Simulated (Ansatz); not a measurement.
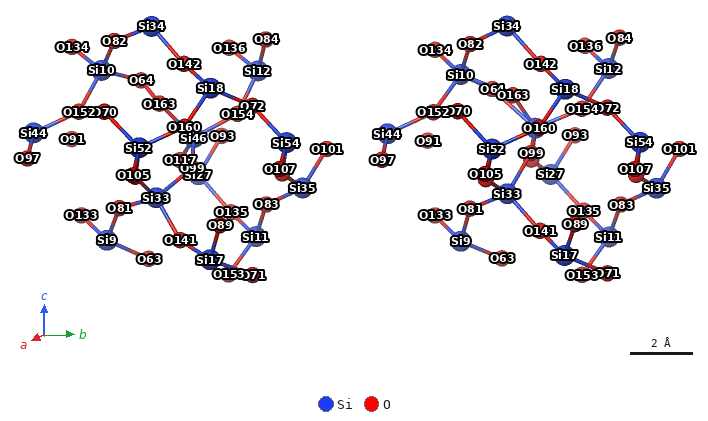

Two geometries of a defect cell of composition Si54O109, drawn at one scale. One is the start of a relaxation, the other its converged end. A ball-and-stick model of the atoms within 5.0 Å of the atom that moves most (axes of the cell of the calculation (origin shifted)), seen slightly off an axis.

All numbers below come from DFT, PBEsol, PAW, plane waves in Ansatz 0.2.0. Set-up: plane-wave cutoff 420 eV; k-point mesh 1 × 1 × 1; mesh shifted by (0.25, 0.25, 0.25); no spin polarisation; atoms relaxed in a fixed cell; force threshold 0.03 eV/Å; at most 80 steps.

### Which one is relaxed?

The left one is the relaxed one. The largest move is that of an O atom, 0.69 Å along [1 3 −3]. By element the largest moves are O 0.69 Å, Si 0.52 Å. The cell stays as it was. Near-neighbour distances that change, for instance: Si–Si 3.031 → 3.719 Å, O–Si 2.021 → 2.591 Å, O–Si 1.817 → 2.165 Å, O–Si 1.406 → 1.649 Å. Among the angles between lasting bonds that change: O–Si–O 137.2° → 112.3°, Si–O–O 89.7° → 111.8°, Si–O–O 69.2° → 87.0°. The energy falls by 5.984 eV per cell of the calculation in 9 geometry steps. Largest force component: 12 eV/Å at the start, 0.012 eV/Å at the end. The run took 28 s on 1 × NVIDIA GB300 Max-Q with 8 threads of Arm Neoverse-V2, peak memory 2.4 GiB.
